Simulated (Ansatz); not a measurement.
**Geometry relaxation of GaN (part 2 of 2)**

Continued. System: GaN (P6₃mc, 4 atoms in the cell). Method: DFT, PBE, PAW with Ansatz's default frozen-core files, scalar-relativistic, no spin polarisation (Ansatz 0.2.0); cutoff 420 eV, 12×12×7 k-mesh, Fermi–Dirac smearing of 0.08 eV. The structure was built on a prototype by a generator; it need not be a known phase. Its volume is 1.09 times that of the source entry. It belongs to a series of runs on one base structure; here: wurtzite relaxed under pressure, PAW files.

Geometry of the input (Å; fractional positions):
```
3.1070  0.0000  0.0000
-1.5535  2.6907  0.0000
0.0000  0.0000  5.0643
Ga 0.3333  0.6667  0.0000
Ga 0.6667  0.3333  0.5000
N  0.3333  0.6667  0.3760
N  0.6667  0.3333  0.8760
```

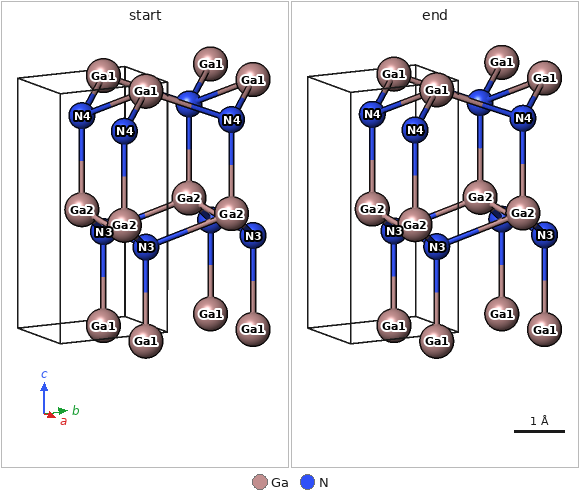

Before (left) and after (right) the relaxation, at one scale (ball-and-stick view of the cell of the calculation, repeated 2 × 2 × 1, seen slightly off an axis). The atoms keep their places relative to the cell (all moves are under 0.005 Å). The volume changes by +1.9 %, with a = b 3.107 → 3.127 Å (+0.6 %), c 5.064 → 5.095 Å (+0.6 %). Among the contacts that change: Ga1–N3 1.904 → 1.918 Å, Ga1–N4 1.901 → 1.912 Å. The space group stays P6_3mc (No. 186). The energy falls by 25.6 meV per atom in 5 geometry steps. Largest force component: 0.024 eV/Å at the start, under 0.0001 eV/Å at the end. Pressure: 22.84 GPa at the start and 18.00 GPa at the end. 1 further SCF at an unchanged geometry re-selected the plane-wave basis for the new cell. The energy change given includes the shifts at the re-selections in mid-walk, which come without any move. A last SCF at the same geometry on a re-selected plane-wave basis shifts the energy by next to nothing (0.0 meV per atom). (Atoms are counted from 1 in the order of the input.)

```
basis re-selected at this cell: Δ(F+E_penalty+E_count) = -6.168e-5 eV, ΔP = +0.001 GPa vs the last step (what re-selecting the basis moved, of the pressure what is left beyond the Pulay correction that the steps carried, after the strain that the cell walked since its last selection, with what the two solves' SCF thresholds leave and, on support functions, any second-order correction that the steps lacked; it is no measure of the basis error at this ecutwfc). This SCF's stress stands 2.51e-3 GPa from its target on what of the cell is left free (relax.cell.stress_tol is 3.00e-2 GPa) and its largest allowed force component is 3.20e-6 eV/Å (relax.f_tol is 5.00e-3 eV/Å): within both
SCF converged after 5 iterations
Free energy (F): -8335.635156 eV
Harris-Foulkes:  -8335.635156 eV  (|F-HF|=3.64e-12)
Internal energy: -8335.635156 eV  (E = F + TS)
E sigma→0 (E₀):  -8335.635156 eV
Entropy (-TS):   -0.000000 eV (-0.000 meV/atom)
Fermi energy:    11.841926 eV
--- Per-component energies (eV) ---
  E_band       = 18.427229
  E_kinetic    = 499.537335
  E_local      = -3813.743349  (includes V_loc(G=0)·N_el)
  E_nonlocal   = 949.209398
  E_hartree    = 1764.013868
  E_xc         = -259.492867
  E_vxc        = -270.800287  (∫ρ·V_xc dr)
  E_paw        = -4240.429528  (= ΣΔE_a)
  E_vpaw       = -873.803703  (= ΣTr[D̂ρ^β])
  E_aug_tail   = 0.000023  (compensation charges beyond the density's cutoff)
  E_ewald      = -3234.730037
  E_smearing   = -0.000000  (= −TS)
  E_closure    = -0.000000  (closes the sum)
  Σ components = -8335.635156   (vs F -8335.635156, Δ=0.00e0)
--- Forces (eV/Å), atoms counted from 1 ---
  atom   1  Ga     0.00000000    -0.00000000     0.00000321
  atom   2  Ga    -0.00000000     0.00000000     0.00000321
  atom   3  N      0.00000000     0.00000000    -0.00000319
  atom   4  N      0.00000000     0.00000000    -0.00000319
  max |Σ_I F_I| component: 3.53e-8 eV/Å
--- Stress (GPa, compression-positive) ---
       18.002441      -0.000000      -0.000000
       -0.000000      18.002441       0.000000
       -0.000000       0.000000      18.002510
  P = ⅓ Tr σ = 18.0025 GPa (180.025 kbar)
--- Band table (eV; the first three rows and the last of 76) ---
  k-point 0: bands = ["-5.8886", "-4.8042", "-2.9551", "-2.9376", "-2.9376", "-2.8651", "-2.8651", "-2.6364", "-2.6364", "-2.5222", "-2.5222", "-1.2752", "3.1518", "9.4930", "9.4930", "10.5460", "10.5981", "10.5981", "12.8802", "15.2341", "20.1100", "20.8341"]
  k-point 1: bands = ["-5.8229", "-4.8351", "-2.9409", "-2.9364", "-2.9364", "-2.8709", "-2.8709", "-2.6286", "-2.6286", "-2.5259", "-2.5259", "-1.5188", "3.5771", "9.5449", "9.5449", "9.9356", "10.5405", "10.5405", "13.3884", "15.2743", "19.9619", "20.8529"]
  k-point 2: bands = ["-5.6396", "-4.9376", "-2.9314", "-2.9314", "-2.8858", "-2.8858", "-2.8841", "-2.6080", "-2.6080", "-2.5372", "-2.5372", "-2.0149", "4.6151", "8.7296", "9.6930", "9.6930", "10.3822", "10.3822", "14.2603", "15.3559", "19.6181", "20.2333"]
  k-point 75: bands = ["-4.5997", "-4.5997", "-2.8166", "-2.7970", "-2.7970", "-2.7439", "-2.6146", "-2.6130", "-2.5889", "-2.5889", "-0.8024", "-0.8024", "4.2083", "4.2083", "5.8226", "6.4056", "8.9316", "8.9316", "17.4400", "17.4400", "17.6397", "18.4217"]
--- Relaxed structure (6 steps of the walk, 6 accepted, 2 SCFs on fresh bases) ---
  F+E_penalty+E_count = -8335.63515645 eV   max|allowed force component| = 3.202e-6 eV/Å   (the final SCF, on the basis selected at the relaxed cell)
  cell:  # Å, volume = 43.1411 Å³
    - [3.126820316670976, -2.9052119931088444e-11, -2.231915556496462e-33]
    - [-1.5634101583103284, 2.7079058273208947, 2.602800525163968e-33]
    - [-3.638022357080545e-33, 2.798478736215804e-33, 5.095118473850143]
  atoms:
    - { symbol: Ga, position: [0.3333333333333334, 0.6666666666666667, -0.00021493869728292348] }
    - { symbol: Ga, position: [0.6666666666666666, 0.3333333333333333, 0.499785061302717] }
    - { symbol: N, position: [0.3333333333333334, 0.6666666666666667, 0.37621493869728295] }
    - { symbol: N, position: [0.6666666666666666, 0.3333333333333333, 0.8762149386972827] }
```

## File rho_z.tsv
```
# z_ang	rho[e/angstrom^3]
# format = ansatz-planar-average/11
# lattice	3.126820317	-0.000000000	-0.000000000
# lattice	-1.563410158	2.707905827	0.000000000
# lattice	-0.000000000	0.000000000	5.095118474
# sites	4
# site	31	0.000000000	1.805270552	-0.001095138
# site	31	1.563410158	0.902635276	2.546464099
# site	7	0.000000000	1.805270552	1.916859684
# site	7	1.563410158	0.902635276	4.464418921
0.000000	2.276959e0
0.141531	1.839513e0
0.283062	1.098073e0
0.424593	5.627442e-1
0.566124	3.126843e-1
0.707655	2.163819e-1
0.849186	1.847486e-1
0.990717	1.892075e-1
1.132249	2.235407e-1
1.273780	2.897799e-1
1.415311	3.918333e-1
1.556842	5.230144e-1
1.698373	6.557890e-1
1.839904	7.710231e-1
1.981435	8.855190e-1
2.122966	1.077888e0
2.264497	1.481100e0
2.406028	2.040696e0
2.547559	2.276959e0
2.689090	1.839513e0
2.830621	1.098073e0
2.972152	5.627442e-1
3.113684	3.126843e-1
3.255215	2.163819e-1
3.396746	1.847486e-1
3.538277	1.892075e-1
3.679808	2.235407e-1
3.821339	2.897799e-1
3.962870	3.918333e-1
4.104401	5.230144e-1
4.245932	6.557890e-1
4.387463	7.710231e-1
4.528994	8.855190e-1
4.670525	1.077888e0
4.812056	1.481100e0
4.953587	2.040696e0
```

## File v_z.tsv
```
# z_ang	v_es[eV]	v_tot[eV]
# format = ansatz-planar-average/11
# xc	pbe
# density_cutoff_ev	1680
# datasets	Ga=:simpson_from_first_knot:soft	N=:simpson_from_first_knot:soft
# lattice	3.126820317	-0.000000000	-0.000000000
# lattice	-1.563410158	2.707905827	0.000000000
# lattice	-0.000000000	0.000000000	5.095118474
# sites	4
# site	31	0.000000000	1.805270552	-0.001095138
# site	31	1.563410158	0.902635276	2.546464099
# site	7	0.000000000	1.805270552	1.916859684
# site	7	1.563410158	0.902635276	4.464418921
0.000000	3.020115e0	-1.016976e1
0.141531	4.022975e0	-8.420069e0
0.283062	4.760908e0	-6.786001e0
0.424593	5.740661e0	-4.772450e0
0.566124	7.083619e0	-2.351765e0
0.707655	8.775785e0	1.542126e-1
0.849186	1.052789e1	2.100945e0
0.990717	1.178227e1	3.287840e0
1.132249	1.224618e1	3.509452e0
1.273780	1.162490e1	2.215557e0
1.415311	9.721538e0	-5.683371e-1
1.556842	6.933417e0	-4.277098e0
1.698373	3.742108e0	-8.328037e0
1.839904	9.344330e-1	-1.188155e1
1.981435	-7.091448e-1	-1.413755e1
2.122966	-9.379517e-1	-1.478138e1
2.264497	-3.086934e-3	-1.395373e1
2.406028	1.523640e0	-1.219983e1
2.547559	3.020115e0	-1.016976e1
2.689090	4.022975e0	-8.420069e0
2.830621	4.760908e0	-6.786001e0
2.972152	5.740661e0	-4.772450e0
3.113684	7.083619e0	-2.351765e0
3.255215	8.775785e0	1.542126e-1
3.396746	1.052789e1	2.100945e0
3.538277	1.178227e1	3.287840e0
3.679808	1.224618e1	3.509452e0
3.821339	1.162490e1	2.215557e0
3.962870	9.721538e0	-5.683371e-1
4.104401	6.933417e0	-4.277098e0
4.245932	3.742108e0	-8.328037e0
4.387463	9.344330e-1	-1.188155e1
4.528994	-7.091448e-1	-1.413755e1
4.670525	-9.379517e-1	-1.478138e1
4.812056	-3.086934e-3	-1.395373e1
4.953587	1.523640e0	-1.219983e1
```

## Trajectory as extended XYZ (Å, eV, eV/Å), 8 frames, from step=1 to step=8
```
4
Lattice="3.1070 0.0000 0.0000 -1.5535 2.6907 0.0000 0.0000 0.0000 5.0643" Properties=species:S:1:pos:R:3:forces:R:3 step=1 energy=-8335.53277 pressure_GPa=22.84
Ga    0.0000    1.7938    0.0000    0.0000   0.0000  -0.0236
Ga    1.5535    0.8969    2.5322    0.0000   0.0000  -0.0236
N     0.0000    1.7938    1.9042    0.0000   0.0000   0.0236
N     1.5535    0.8969    4.4364    0.0000   0.0000   0.0236
4
Lattice="3.1198 0.0000 0.0000 -1.5599 2.7018 0.0000 0.0000 0.0000 5.0854" Properties=species:S:1:pos:R:3:forces:R:3 step=2 energy=-8335.60067 pressure_GPa=19.55
Ga    0.0000    1.8012   -0.0002    0.0000   0.0000  -0.0179
Ga    1.5599    0.9006    2.5425    0.0000   0.0000  -0.0179
N     0.0000    1.8012    1.9124    0.0000   0.0000   0.0180
N     1.5599    0.9006    4.4551    0.0000   0.0000   0.0180
4
Lattice="3.1261 0.0000 0.0000 -1.5631 2.7073 0.0000 0.0000 0.0000 5.0946" Properties=species:S:1:pos:R:3:forces:R:3 step=3 energy=-8335.62960 pressure_GPa=18.04
Ga    0.0000    1.8049   -0.0007    0.0000   0.0000  -0.0098
Ga    1.5631    0.9024    2.5466    0.0000   0.0000  -0.0098
N     0.0000    1.8049    1.9163    0.0000   0.0000   0.0098
N     1.5631    0.9024    4.4636    0.0000   0.0000   0.0098
4
Lattice="3.1262 0.0000 0.0000 -1.5631 2.7074 0.0000 0.0000 0.0000 5.0951" Properties=species:S:1:pos:R:3:forces:R:3 step=4 energy=-8335.63028 pressure_GPa=18.00
Ga    0.0000    1.8049   -0.0011    0.0000   0.0000   0.0037
Ga    1.5631    0.9025    2.5464    0.0000   0.0000   0.0037
N     0.0000    1.8049    1.9169    0.0000   0.0000  -0.0037
N     1.5631    0.9025    4.4644    0.0000   0.0000  -0.0037
4
Lattice="3.1264 0.0000 0.0000 -1.5632 2.7076 0.0000 0.0000 0.0000 5.0945" Properties=species:S:1:pos:R:3:forces:R:3 step=5 energy=-8335.63031 pressure_GPa=18.00
Ga    0.0000    1.8050   -0.0011    0.0000   0.0000  -0.0001
Ga    1.5632    0.9025    2.5462    0.0000   0.0000  -0.0001
N     0.0000    1.8050    1.9166    0.0000   0.0000   0.0001
N     1.5632    0.9025    4.4639    0.0000   0.0000   0.0001
4
Lattice="3.1264 0.0000 0.0000 -1.5632 2.7076 0.0000 0.0000 0.0000 5.0945" Properties=species:S:1:pos:R:3:forces:R:3 step=6 energy=-8335.63332 pressure_GPa=18.10
Ga    0.0000    1.8050   -0.0011    0.0000   0.0000   0.0000
Ga    1.5632    0.9025    2.5462    0.0000   0.0000   0.0000
N     0.0000    1.8050    1.9166    0.0000   0.0000   0.0000
N     1.5632    0.9025    4.4639    0.0000   0.0000   0.0000
4
Lattice="3.1268 0.0000 0.0000 -1.5634 2.7079 0.0000 0.0000 0.0000 5.0951" Properties=species:S:1:pos:R:3:forces:R:3 step=7 energy=-8335.63509 pressure_GPa=18.00
Ga    0.0000    1.8053   -0.0011    0.0000   0.0000   0.0000
Ga    1.5634    0.9026    2.5465    0.0000   0.0000   0.0000
N     0.0000    1.8053    1.9169    0.0000   0.0000   0.0000
N     1.5634    0.9026    4.4644    0.0000   0.0000   0.0000
4
Lattice="3.1268 0.0000 0.0000 -1.5634 2.7079 0.0000 0.0000 0.0000 5.0951" Properties=species:S:1:pos:R:3:forces:R:3 step=8 energy=-8335.63516 pressure_GPa=18.00
Ga    0.0000    1.8053   -0.0011    0.0000   0.0000   0.0000
Ga    1.5634    0.9026    2.5465    0.0000   0.0000   0.0000
N     0.0000    1.8053    1.9169    0.0000   0.0000   0.0000
N     1.5634    0.9026    4.4644    0.0000   0.0000   0.0000
```

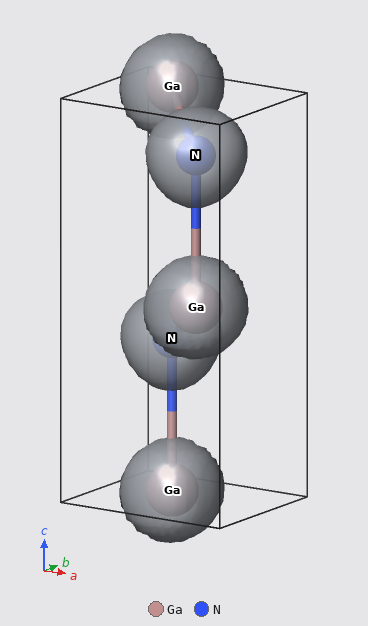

Isosurface of the valence charge density (pseudo) at 1.5 e/Å³ (grey), seen slightly off an axis. Sticks mark near contacts. The outline is the cell set on symmetry axes. At this value the density breaks into separate islands; it holds about 60 % of the electrons treated as valence (semicore included). It is pinched off along the Ga–N (1.91 Å) contacts. On the grid the lowest density along these lines, outside the cores, is 0.78 e/Å³ (Ga–N, 1.91 Å). In a PAW calculation such maps are meaningful between the atoms, not at the nuclei.

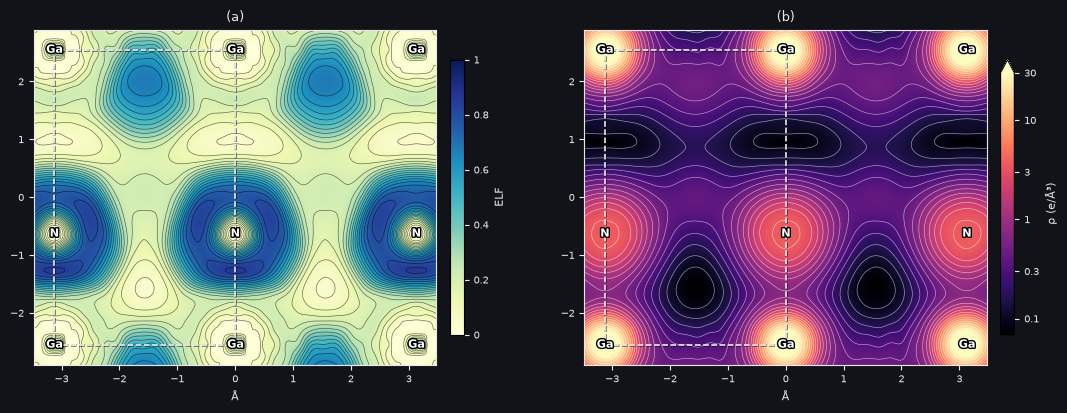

(a) electron localisation function; (b) valence electron density on the (100) plane of the conventional cell. The section cuts through Ga and N sites. Ga–N (1.92 Å): ρ is about 0.81 e/Å³ halfway; the ELF is about 0.50 at the midpoint. Away from the nuclei the density in this plane falls to 0.07 e/Å³ at its lowest.

## Summary

```json
{"quantity": "outcome", "value": "converged"}
{"quantity": "space group (tolerance 0.01 Å)", "value": "P6₃mc (186)"}
{"quantity": "electrons treated", "value": "36"}
{"quantity": "free energy", "value": "−8335.6352 eV"}
{"quantity": "Fermi energy", "value": "11.842 eV"}
{"quantity": "pressure", "value": "18.00 GPa"}
{"quantity": "final volume", "value": "43.14 Å³"}
{"quantity": "largest force (length of the vector) at the end", "value": "under 0.001 eV/Å"}
{"quantity": "final cell", "value": "a = 3.127 Å, b = 3.127 Å, c = 5.095 Å, α = 90.00°, β = 90.00°, γ = 120.00°"}
{"quantity": "hardware", "value": "1 thread of Arm Neoverse V1, 24 GiB of memory available, shared host"}
{"quantity": "wall time", "value": "71 s"}
{"quantity": "peak memory", "value": "0.38 GiB"}
```

The cell was relaxed to the target pressure of the input; what is minimised is then the enthalpy E + pV.
